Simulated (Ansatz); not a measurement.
# ZrC: fixed spin moment, part 1 of 3

Does ZrC want a moment, and how stiff is it? The total moment is held at a row of values. The runs shown use PAW.

The COD entry's cell or inner coordinates are ideal or old and differ from later refinements, so a difference from it is no clean test against experiment.

Method: DFT, PBE, PAW with Ansatz's default frozen-core files, scalar-relativistic, in Ansatz 0.2.0.

## Step 1: The system as given

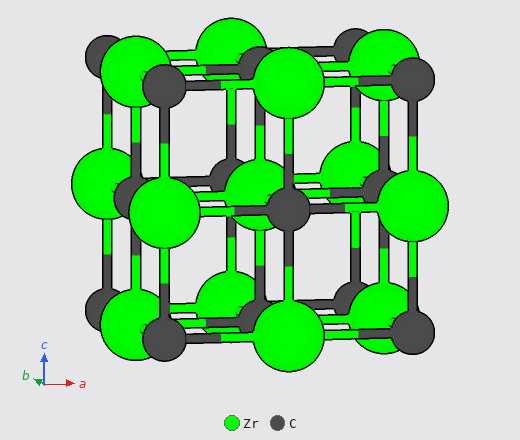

Start, viewed slightly off an axis; zirconium green, carbon dark grey. Atoms on the faces are drawn again on the opposite ones. The cell drawn here is the conventional one.

Coordinates:

```cif
data_structure
_symmetry_space_group_name_H-M 'Fm-3m'
_symmetry_Int_Tables_number 225
_cell_length_a 4.7300
_cell_length_b 4.7300
_cell_length_c 4.7300
_cell_angle_alpha 90.000
_cell_angle_beta 90.000
_cell_angle_gamma 90.000
_cell_volume 105.82
loop_
_atom_site_label
_atom_site_type_symbol
_atom_site_symmetry_multiplicity
_atom_site_Wyckoff_symbol
_atom_site_fract_x
_atom_site_fract_y
_atom_site_fract_z
_atom_site_occupancy
Zr1 Zr 4 b 0.50000 0.00000 0.00000 1
C1 C 4 a 0.00000 0.00000 0.00000 1
```

The file gives the conventional cell by its symmetry; the runs use the cell typed in the input.

Atoms are numbered in the order of the input: Zr1, C2.

## Step 2: Free moments from the typed start, PAW

Input file input.yaml:

```yaml
crystal:
  lattice:
    - [0.0, 2.365, 2.365]
    - [2.365, 0.0, 2.365]
    - [2.365, 2.365, 0.0]
  atoms:
    - { symbol: Zr, position: [0.5, 0.5, 0.5], spin: 1.0 }
    - { symbol: C, position: [0.0, 0.0, 0.0] }
magnetization:
  spin_polarized: true
kpoints:
  mp_grid: { grid: [12, 12, 12] }
scf:
  occupations: { method: fermi_dirac, width: 0.05 }
  lower_state_search: "off"
hamiltonian:
  xc: pbe
  pseudopotentials: { kind: paw }
output:
  forces: true
  stress: true
  eigenvalues: true
  populations: true
  dos: { projected: true, de: 0.1, e_range: [-8, 5] }
  write_density: true
  write_potential: true
  elf: true
  volumetric_format: npy
```

Started as:

```sh
ansatz run input.yaml --threads 1 --pin off --max-ram 3072MiB --backend cpu --events-out ev --progress --plain --runs-dir out
```

The program printed:

```text
Engine: ansatz 0.2.0
Pseudopotentials: kind: paw
Pseudopotential: Zr, paw, valence charge 12, recommended cutoff 420 eV (normal)
Pseudopotential: C, paw, valence charge 4, recommended cutoff 420 eV (normal)
Functional definition: PBE
  parameter kappa = 0.804
  parameter beta = 0.06672455060314922
  exchange = pbe_x(kappa = kappa, mu = beta*pi^2/3)
  correlation = pbe_c(beta = beta)
Crystal: 2 atoms, lattice volume = 26.456 Å³
Basis set: ecut = 420 eV, 531 PW (Γ), exchange–correlation on 48×48×48 points (8 copies of the dense FFT grid, shifted against one another)
Bands: 13, of which v1, the nominal top of the filled ones, is band 8 counted from 1 (7 counted from 0)
Symmetry: 48 space group operations
Space group: Fm-3m (ITA 225), of the structure as read, at distance tolerance 3.0e-5 Å
Magnetic group: BNS 225.116 (UNI 1618), of the structure as read, at distance tolerance 3.0e-5 Å
k-points: 72 of 1728
Non-local potential: Zr, projectors of the file, l = 0: 3, l = 1: 2, l = 2: 2, l = 3: 2
Non-local potential: C, projectors of the file, l = 0: 2, l = 1: 2, l = 2: 1
PAW form: soft (Blöchl's): semilocal exchange-correlation on the pseudo side does not see the compensation charge
PAW one-centre angular grid: Zr, 590 points (default); XC on 64 Gauss nodes
PAW one-centre angular grid: C, 110 points (default); XC on 64 Gauss nodes
Initial density: superposition of atomic densities (chi_scale 0.1, normalization cell, long waves kept (reshape's long-wave potential 0.00 eV rms))
Starting moments: Σ|m| = 1 μB on 1 of 2 sites
Initial wavefunctions: pseudopotential atomic-orbital guess
Functional: x = pbe(κ = 0.804, μ = 0.2195149727645171), c = pbe(β = 0.06672455060314922)
SCF iter   1: F=—  HF=-4436.957636 eV  |F-HF|=—  |Δ(HF+E_count)|=         —  Δρ=6.28e-2 (↑6.28e-2 ↓4.91e-2)  dr2=3.05e0  dr2_m=3.24e-1  M=0.016 μB ∫|m|=0.121 μB  β_m=0.30  ethr=3.10e-3  ⟨swp⟩=5.0  Hψ=9081  notcnv=0
preconditioner: auto → none  [insulator: Δε(μ)=0.126 eV  Ē_g=18.773 eV  σ=0.050 eV  W_gap=0.51  n_scr=8 (ndim 8)  ℏωp=27.0 eV  f_vac=0.000  D(μ)=0.21/eV (n_scr^D=0)  ε∞_Penn≈3.1]
SCF iter   2: F=—  HF=-4436.408816 eV  |F-HF|=—  |Δ(HF+E_count)|=   5.49e-1  Δρ=3.14e-2 (↑2.64e-2 ↓3.14e-2)  dr2=1.04e-1  dr2_m=1.58e-1  M=0.028 μB ∫|m|=0.112 μB  β_m=0.30  ethr=3.10e-3  ⟨swp⟩=2.1  Hψ=4195  notcnv=0  defer=112
SCF iter   3: F=—  HF=-4436.442685 eV  |F-HF|=—  |Δ(HF+E_count)|=   3.39e-2  Δρ=2.08e-2 (↑1.95e-2 ↓2.08e-2)  dr2=3.36e-2  dr2_m=8.18e-2  M=0.017 μB ∫|m|=0.091 μB  β_m=0.30  ethr=6.47e-4  ⟨swp⟩=2.1  Hψ=2631  notcnv=0  defer=112
SCF iter   4: F=—  HF=-4436.471800 eV  |F-HF|=—  |Δ(HF+E_count)|=   2.91e-2  Δρ=1.33e-2 (↑1.30e-2 ↓1.33e-2)  dr2=1.49e-4  dr2_m=4.19e-2  M=0.012 μB ∫|m|=0.075 μB  β_m=0.30  ethr=2.10e-4  ⟨swp⟩=2.4  Hψ=2631  notcnv=0  defer=112
SCF iter   5: F=—  HF=-4436.481741 eV  |F-HF|=—  |Δ(HF+E_count)|=   9.94e-3  Δρ=9.50e-3 (↑9.42e-3 ↓9.50e-3)  dr2=3.30e-5  dr2_m=2.17e-2  M=0.008 μB ∫|m|=0.061 μB  β_m=0.30  ethr=9.29e-7  ⟨swp⟩=2.0  Hψ=2771  notcnv=0  defer=112
SCF iter   6: F=—  HF=-4436.486982 eV  |F-HF|=—  |Δ(HF+E_count)|=   5.24e-3  Δρ=6.83e-3 (↑6.83e-3 ↓6.80e-3)  dr2=1.16e-6  dr2_m=1.13e-2  M=0.005 μB ∫|m|=0.050 μB  β_m=0.30  ethr=2.06e-7  ⟨swp⟩=2.0  Hψ=2975  notcnv=0  defer=112
Mixer restart at iter 6: flushing history
spin-set hold released at iteration 6 (site moments contracting): the magnetisation degrees of freedom join the quasi-Newton model from the next iteration; the mixer history was flushed
SCF iter   7: F=—  HF=-4436.489746 eV  |F-HF|=—  |Δ(HF+E_count)|=   2.76e-3  Δρ=4.94e-3 (↑4.94e-3 ↓4.91e-3)  dr2=3.73e-7  dr2_m=5.88e-3  M=0.003 μB ∫|m|=0.041 μB  β_m=0.65  ethr=7.26e-9  ⟨swp⟩=3.1  Hψ=3363  notcnv=0  defer=112
SCF iter   8: F=—  HF=-4436.493006 eV  |F-HF|=—  |Δ(HF+E_count)|=   3.26e-3  Δρ=4.74e-4 (↑4.17e-4 ↓4.74e-4)  dr2=1.44e-6  dr2_m=4.81e-5  M=-0.002 μB ∫|m|=0.012 μB  β_m=0.82  ethr=2.33e-9  ⟨swp⟩=4.0  Hψ=4411  notcnv=0  defer=112
SCF iter   9: F=—  HF=-4436.493071 eV  |F-HF|=—  |Δ(HF+E_count)|=   6.54e-5  Δρ=3.01e-4 (↑3.01e-4 ↓1.46e-4)  dr2=1.04e-5  dr2_m=1.19e-5  M=-0.001 μB ∫|m|=0.006 μB  β_m=0.91  ethr=2.33e-9  ⟨swp⟩=3.0  Hψ=3381  notcnv=0  defer=112
SCF iter  10: F=—  HF=-4436.493104 eV  |F-HF|=—  |Δ(HF+E_count)|=   3.27e-5  Δρ=3.14e-4 (↑1.51e-4 ↓3.14e-4)  dr2=8.24e-5  dr2_m=1.79e-6  M=-0.000 μB ∫|m|=0.002 μB  β_m=0.65  ethr=2.33e-9  ⟨swp⟩=3.0  Hψ=3379  notcnv=0  defer=112  recentre
SCF iter  11: F=—  HF=-4436.493088 eV  |F-HF|=—  |Δ(HF+E_count)|=   1.56e-5  Δρ=6.85e-6 (↑6.85e-6 ↓6.79e-6)  dr2=4.58e-11  dr2_m=1.13e-8  M=-0.000 μB ∫|m|=0.000 μB  β_m=0.82  ethr=2.33e-9  ⟨swp⟩=2.9  Hψ=3315  notcnv=0  defer=112
iter 12 did not close the SCF: its close was put off for a magnetic moment that had not settled (scf_convergence_deferred on its scf_iter line)
SCF iter  12: F=-4436.493088 eV  HF=-4436.493088 eV  |F-HF|=1.07e-9  |Δ(HF+E_count)|=   2.52e-8  Δρ=1.41e-6 (↑1.31e-6 ↓1.41e-6)  dr2=1.09e-11  dr2_m=4.47e-10  M=-0.000 μB ∫|m|=0.000 μB  β_m=0.91  ethr=1.00e-12  ⟨swp⟩=7.7  Hψ=10739  notcnv=0
SCF iter  13: F=-4436.493088 eV  HF=-4436.493088 eV  |F-HF|=1.00e-11  |Δ(HF+E_count)|=   1.32e-9  Δρ=1.01e-7 (↑9.84e-8 ↓1.01e-7)  dr2=1.45e-12  dr2_m=2.02e-12  M=0.000 μB ∫|m|=0.000 μB  ethr=1.00e-12  ⟨swp⟩=4.1  Hψ=8039  notcnv=0
WARN: the starting moments were not kept: the SCF closed with an absolute magnetisation of 1.4e-6 μB, where they sum to 1 μB in size (1 site). That is at most 0.1 of that sum. Measured as dr2_m measures the in/out step, that magnetisation stands 4.0e-13 eV from none, at or under the dr2_threshold of 1.0e-7 eV: it is no larger than a step whose dr2_m would equal this threshold. The system may hold no moment; this SCF shows only that its start led to no more than that. To try another start: raise the starting moments (crystal.atoms[].spin, magnetization.per_species, magnetization.initial_magnetization, or on a non-collinear deck that types none of these the spinor_matrix: blocks that start its atoms; where the total moment is fixed, keep their sum and leave initial_magnetization as it is; typed ones take the place of any that the run laid by itself, positive ones on a crystal's lanthanoids without a Hubbard term where scf.initial_density.shell_occupations: [] is typed) or, if the notice of its spin-set hold's release reads "site moments contracting" or "site moments show no strong build", lengthen the hold (scf.mixing.spin_hold: { on: { confirm: 4 } }; for m-r²SCAN on two components see the key's manual first). Each may lead to a state that holds a moment. A second SCF, from the converged charge density, with the starting moments and any scf.initial_density.shell_occupations laid on it anew, would have followed, and was not run: the deck does not ask for one (magnetization.retry_lost_moments is false, the default). To let it run, set magnetization.retry_lost_moments: true and run the deck again, where that key's refused combinations let it; where memory then withholds it, that run's warning says so.
SCF 1 converged in 13 iterations: F = -4436.493088 eV  dr2 = 1.45e-12
SCF converged after 13 iterations
Magnetization: 0.0000 μB (8.0000 up, 8.0000 down)
Absolute magnetization: 0.0000 μB (∫|ρ↑−ρ↓|, with the PAW one-centre terms)
Spin contamination: 0.0000 ħ² per cell (⟨S²⟩ above its minimum at these occupations)
Per-site moments (μB) at R_I (Å): [(-2.726444149053394e-8, 0.9755625000000001), (-5.358596183738469e-7, 0.9755625000000001)]
Free energy (F): -4436.493088 eV
Harris-Foulkes:  -4436.493088 eV  (|F-HF|=1.00e-11)
Internal energy: -4436.490167 eV  (E = F + TS)
E sigma→0 (E₀):  -4436.491627 eV
Entropy (-TS):   -0.002922 eV (-1.461 meV/atom)
Fermi energy:    14.597849 eV
--- Per-component energies (eV) ---
  E_band       = -54.058255
  E_kinetic    = 421.283105
  E_local      = -604.425654  (includes V_loc(G=0)·N_el)
  E_nonlocal   = 104.304827
  E_hartree    = 181.182042
  E_xc         = -211.042910
  E_vxc        = -252.253894  (∫ρ·V_xc dr)
  E_paw        = -3051.927787  (= ΣΔE_a)
  E_vpaw       = -85.330790  (= ΣTr[D̂ρ^β])
  E_aug_tail   = 0.000038  (compensation charges beyond the density's cutoff)
  E_ewald      = -1275.863827
  E_smearing   = -0.002922  (= −TS)
  E_closure    = 0.000000  (closes the sum)
  Σ components = -4436.493088   (vs F -4436.493088, Δ=0.00e0)
--- Forces (eV/Å), atoms counted from 1 ---
  atom   1  Zr     0.00000000    -0.00000000    -0.00000000
  atom   2  C     -0.00000000     0.00000000     0.00000000
  max |Σ_I F_I| component: 3.86e-29 eV/Å
--- Stress (GPa, compression-positive) ---
       -2.878436      -0.000000       0.000000
       -0.000000      -2.878436      -0.000000
        0.000000      -0.000000      -2.878436
  P = ⅓ Tr σ = -2.8784 GPa (-28.784 kbar)
--- Band table (eV; the first three rows and the last of 144) ---
  k-point 0 ↑: bands = ["-33.6230", "-11.3470", "-11.3470", "-11.3470", "3.3103", "15.4821", "15.4821", "15.4821", "15.6375", "15.6375", "15.6375", "17.3075", "17.3075"]
  k-point 1 ↑: bands = ["-33.6168", "-11.4042", "-11.3520", "-11.3520", "3.4630", "14.4467", "14.6950", "14.6950", "15.9279", "15.9279", "16.3199", "18.1226", "18.1226"]
  k-point 2 ↑: bands = ["-33.5999", "-11.5575", "-11.3657", "-11.3657", "3.8948", "13.1487", "13.6863", "13.6863", "16.3872", "16.3872", "16.8073", "19.5955", "19.5955"]
  k-point 71 ↓: bands = ["-33.4990", "-11.8249", "-11.8249", "-11.6330", "5.1471", "11.9564", "12.2191", "12.2191", "17.7822", "17.7822", "20.0857", "21.4239", "21.4260"]
--- Löwdin populations: 2 sites ---
  site symbol       q [e]    m [muB]
     0     Zr     11.2146     0.0000
     1      C      4.7413    -0.0000
  spilling = 0.002756 (of n_electrons = 16.000000)
```

Run time: 5.8 s. Hardware: 1 thread of Arm Neoverse V1, shared host; peak memory 0.31 GiB.

Result: total moment 0.00 μB; site moments Zr1 0.00, C2 0.00 μB; pressure -2.88 GPa; no gap.

States per cell, counted by energy window (eV from the Fermi level, on a grid of 0.10 eV):

| from | to | total | Zr 4d | C 2p |
| --- | --- | --- | --- | --- |
| -6 | -5 | 0.01 | 0.00 | 0.00 |
| -5 | -4 | 0.47 | 0.18 | 0.22 |
| -4 | -3 | 1.01 | 0.33 | 0.54 |
| -3 | -2 | 2.76 | 1.12 | 1.50 |
| -2 | -1 | 1.31 | 0.60 | 0.67 |
| -1 | 0 | 0.42 | 0.14 | 0.27 |
| 0 | 1 | 0.36 | 0.17 | 0.17 |
| 1 | 2 | 0.63 | 0.44 | 0.16 |
| 2 | 3 | 0.90 | 0.67 | 0.18 |

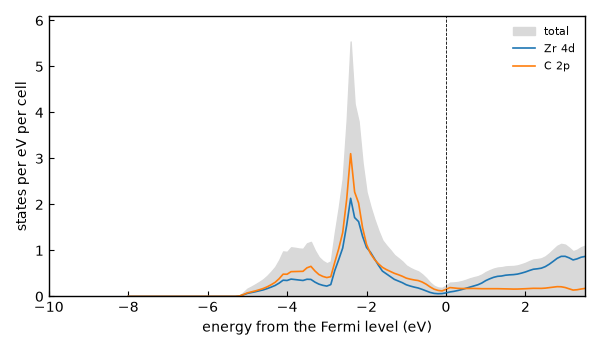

Density of states, total and projected.

The fields are shown in the conventional cell of this run's space group, carried over from its grid by interpolation.

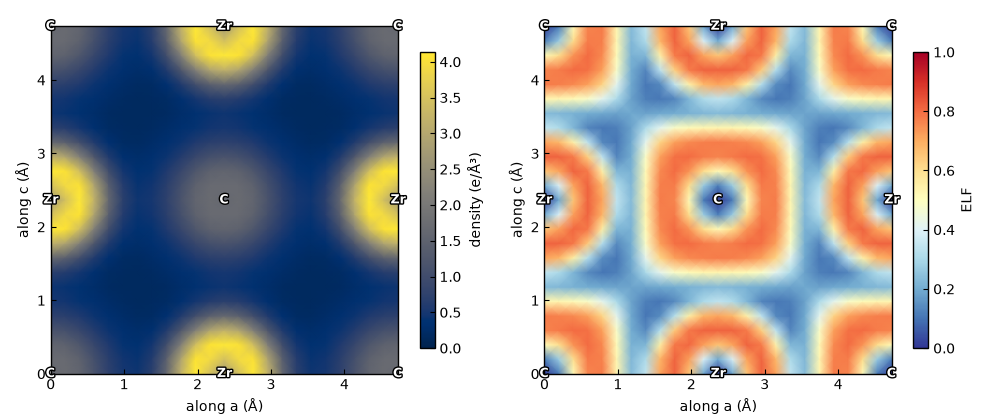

Density (left) and ELF (right) in a lattice plane of the grid's cell (edges 4.73 and 4.73 Å, at 0.000 of the third edge), which holds Zr and C. Only atoms in the plane are labelled. Both are smooth fields of the valence electrons: close to the nuclei they are not physical.

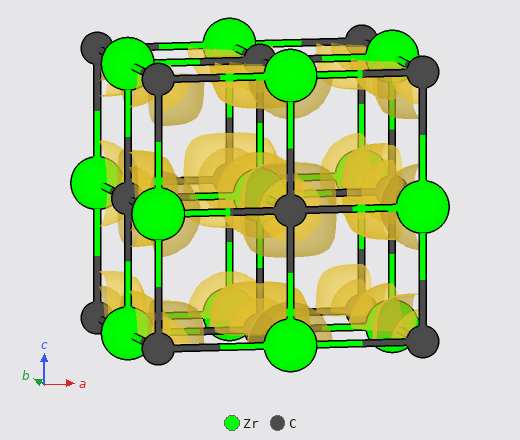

Surface of ELF = 0.74, drawn in one cell.

The highest ELF values outside the cores: 0.80 in the shell around C, 0.7 Å from C.

## Step 3: No spin polarisation, PAW

input.yaml, as its differences from that of step 2:

```diff
@@ -6,6 +6,4 @@
   atoms:
-    - { symbol: Zr, position: [0.5, 0.5, 0.5], spin: 1.0 }
+    - { symbol: Zr, position: [0.5, 0.5, 0.5] }
     - { symbol: C, position: [0.0, 0.0, 0.0] }
-magnetization:
-  spin_polarized: true
 kpoints:
```

Started as:

```sh
ansatz run input.yaml --threads 1 --pin off --max-ram 3072MiB --backend cpu --events-out ev --progress --plain --runs-dir out
```

The program printed, shortened:

```text
[...]
[... 4 set-up lines as earlier in the session ...]
[...]
Crystal: 2 atoms, lattice volume = 26.456 Å³
Basis set: ecut = 420 eV, 531 PW (Γ), exchange–correlation on 48×48×48 points (8 copies of the dense FFT grid, shifted against one another)
[...]
       -0.000000      -2.878526      -0.000000
       -0.000000       0.000000      -2.878526
  P = ⅓ Tr σ = -2.8785 GPa (-28.785 kbar)
--- Band table (eV; the first three rows and the last of 72) ---
  k-point 0: bands = ["-33.6231", "-11.3470", "-11.3470", "-11.3470", "3.3103", "15.4821", "15.4821", "15.4821", "15.6375", "15.6375", "15.6375", "17.3075"]
[...]
--- Löwdin populations: 2 sites ---
  site symbol       q [e]
     0     Zr     11.2146
     1      C      4.7413
  spilling = 0.002756 (of n_electrons = 16.000000)
```

Run time: 2 s. Hardware: 1 thread of Arm Neoverse V1, shared host; peak memory 0.3 GiB.

Result: pressure -2.88 GPa; no gap.

States per cell, counted by energy window (eV from the Fermi level, on a grid of 0.10 eV):

| from | to | total | Zr 4d | C 2p |
| --- | --- | --- | --- | --- |
| -6 | -5 | 0.01 | 0.00 | 0.00 |
| -5 | -4 | 0.47 | 0.18 | 0.22 |
| -4 | -3 | 1.01 | 0.33 | 0.54 |
| -3 | -2 | 2.76 | 1.12 | 1.50 |
| -2 | -1 | 1.31 | 0.60 | 0.67 |
| -1 | 0 | 0.42 | 0.14 | 0.27 |
| 0 | 1 | 0.36 | 0.17 | 0.17 |
| 1 | 2 | 0.63 | 0.44 | 0.16 |
| 2 | 3 | 0.90 | 0.67 | 0.18 |

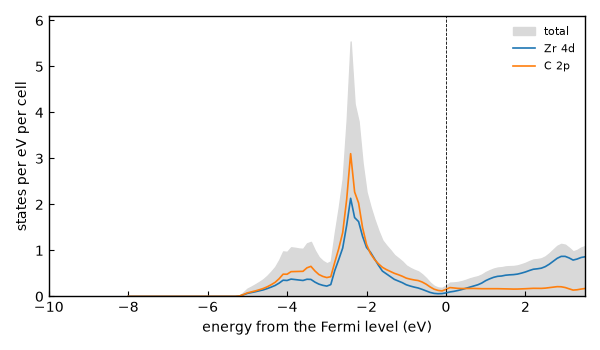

Density of states, total and projected.

The fields are shown in the conventional cell of this run's space group, carried over from its grid by interpolation.

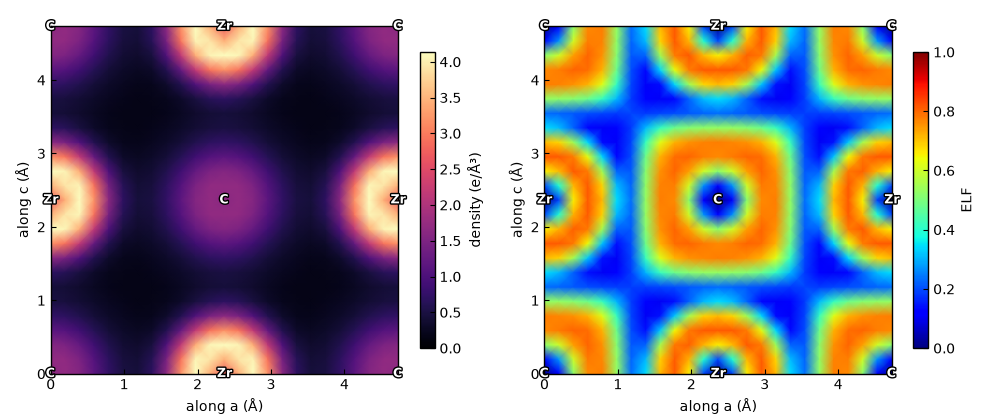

Density (left) and ELF (right) in a lattice plane of the grid's cell (edges 4.73 and 4.73 Å, at 0.000 of the third edge), which holds Zr and C. Only atoms in the plane are labelled. Both are smooth fields of the valence electrons: close to the nuclei they are not physical.

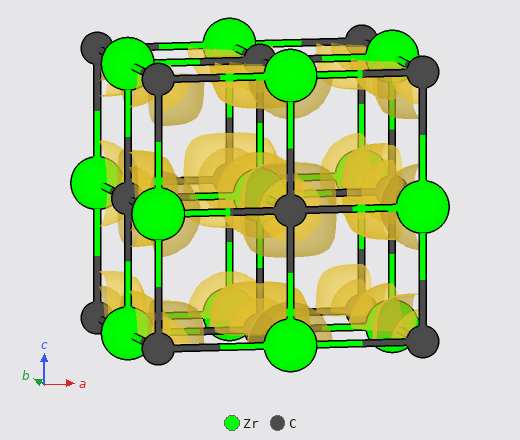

Surface of ELF = 0.74, drawn in one cell.

Outside the cores ELF peaks at 0.80 in the shell around C, 0.7 Å from C.

## Step 4: Total moment held at 0 μB, PAW

input.yaml, as its differences from that of step 3:

```diff
@@ -8,2 +8,6 @@
     - { symbol: C, position: [0.0, 0.0, 0.0] }
+magnetization:
+  spin_polarized: true
+  initial_magnetization: 0.0
+  spin_locking: { lock_magnetization: hard }
 kpoints:
@@ -20,7 +24 @@
   eigenvalues: true
-  populations: true
-  dos: { projected: true, de: 0.1, e_range: [-8, 5] }
-  write_density: true
-  write_potential: true
-  elf: true
-  volumetric_format: npy
```

Started as:

```sh
ansatz run input.yaml --threads 1 --pin off --max-ram 3072MiB --backend cpu --events-out ev --progress --plain --runs-dir out
```

The program printed, shortened:

```text
Warning: output.stress: scf.convergence.dr2_threshold = 1e-7 eV (the SCF's general default) is looser than the 2e-10 eV advised for a printed stress (1e-10 eV for each atom of the cell: 2). What an SCF threshold leaves in a stress goes as its square root, and in the free energy as the [...]
[... 4 set-up lines as earlier in the session ...]
[...]
Crystal: 2 atoms, lattice volume = 26.456 Å³
[...]
Fermi energy:    14.597884 (↑ 14.597884, ↓ 14.597884) eV
[...]
--- Forces (eV/Å), atoms counted from 1 ---
  atom   1  Zr     0.00000000     0.00000000    -0.00000000
  atom   2  C     -0.00000000     0.00000000     0.00000000
[...]
--- Stress (GPa, compression-positive) ---
       -2.878099      -0.000000      -0.000000
       -0.000000      -2.878099      -0.000000
        0.000000       0.000000      -2.878099
  P = ⅓ Tr σ = -2.8781 GPa (-28.781 kbar)
--- Band table (eV; the first three rows and the last of 144) ---
  k-point 0 ↑: bands = ["-33.6230", "-11.3469", "-11.3469", "-11.3469", "3.3103", "15.4822", "15.4822", "15.4822", "15.6375", "15.6375", "15.6375", "17.3075"]
[...]
```

Run time: 1.7 s. Hardware: 1 thread of Arm Neoverse V1, shared host; peak memory 0.29 GiB.

In short: total moment 0.00 μB; site moments Zr1 0.00, C2 0.00 μB; pressure -2.88 GPa; no gap.

## Step 5: Total moment held at 0.2 μB, PAW

input.yaml, as its differences from that of step 4:

```diff
@@ -6,3 +6,3 @@
   atoms:
-    - { symbol: Zr, position: [0.5, 0.5, 0.5] }
+    - { symbol: Zr, position: [0.5, 0.5, 0.5], spin: 0.2 }
     - { symbol: C, position: [0.0, 0.0, 0.0] }
@@ -10,3 +10,3 @@
   spin_polarized: true
-  initial_magnetization: 0.0
+  initial_magnetization: 0.2
   spin_locking: { lock_magnetization: hard }
```

Started as:

```sh
ansatz run input.yaml --threads 1 --pin off --max-ram 3072MiB --backend cpu --events-out ev --progress --plain --runs-dir out
```

The program printed, shortened:

```text
Warning: output.stress: scf.convergence.dr2_threshold = 1e-7 eV (the SCF's general default) is looser than the 2e-10 eV advised for a printed stress (1e-10 eV for each atom of the cell: 2). What an SCF threshold leaves in a stress goes as its square root, and in the free energy as the [...]
[... 4 set-up lines as earlier in the session ...]
[...]
Crystal: 2 atoms, lattice volume = 26.456 Å³
[...]
Fermi energy:    14.577464 (↑ 15.089417, ↓ 14.065511) eV
[...]
--- Forces (eV/Å), atoms counted from 1 ---
  atom   1  Zr     0.00000000    -0.00000000    -0.00000000
  atom   2  C     -0.00000000     0.00000000     0.00000000
[...]
--- Stress (GPa, compression-positive) ---
       -2.762824       0.000000       0.000000
       -0.000000      -2.762824       0.000000
        0.000000       0.000000      -2.762824
  P = ⅓ Tr σ = -2.7628 GPa (-27.628 kbar)
--- Band table (eV; the first three rows and the last of 144) ---
  k-point 0 ↑: bands = ["-33.6252", "-11.3514", "-11.3514", "-11.3514", "3.2263", "15.3779", "15.3779", "15.3779", "15.6121", "15.6121", "15.6121", "17.2923", "17.2923"]
[...]
```

Wall time 4.1 s (1 thread of Arm Neoverse V1, shared host); peak memory 0.31 GiB.

In short: total moment 0.20 μB; site moments Zr1 0.02, C2 0.12 μB; pressure -2.76 GPa; no gap.

(Continued in part 2 of 3.)
